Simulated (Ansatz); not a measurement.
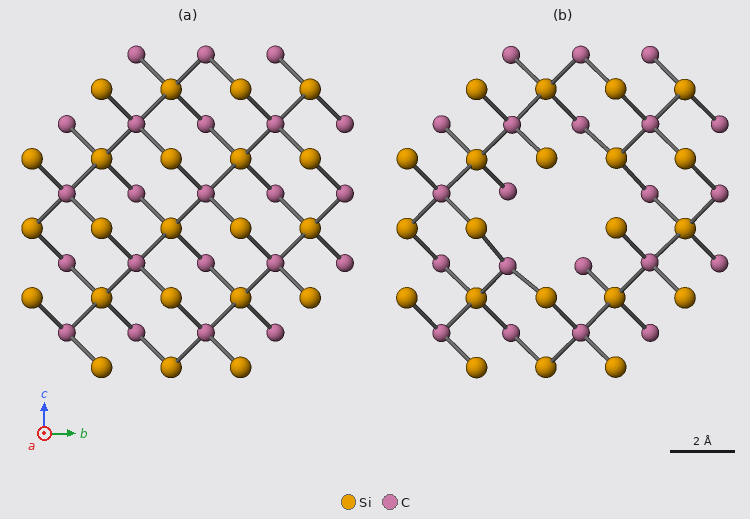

Left: perfect SiC. Right: the same region with a pair of point defects, after relaxing the atoms in a supercell of 64 sites. Style: ball-and-stick. Shown: the atoms within 6.0 Å of one point, in a slice 5.0 Å thick across the line of sight, along the a axis.

Computed with Ansatz 0.2.0, DFT, PBEsol, PAW, plane waves. (plane-wave cutoff 420 eV; k-point mesh 1 × 1 × 1; mesh shifted by (0.25, 0.25, 0.25); collinear spin) Fermi-Dirac smearing of 0.01 eV. A uniform background neutralises the charged cell. The axes drawn are those of the host's conventional cell.

### What kind of defect was made?

A silicon atom is taken out (a vacancy) and a carbon atom is taken out (a vacancy), the two sites 1.9 Å apart.

The charge state of the cell is +1.

### How does the lattice respond?

Around the empty Si site the host had 4 C at 1.89 Å; after relaxation the nearest atoms are 3 C at 2.05 Å. Around the empty C site the host had 4 Si at 1.89 Å; after relaxation the nearest atoms are 3 Si at 1.91 Å. Of the host's atoms, a carbon atom moves furthest from its site, by 0.16 Å. The cell's net moment is 1.00 μB.

Limits of the set-up: the cell is charged, on a uniform background, and energies carry no finite-size correction.
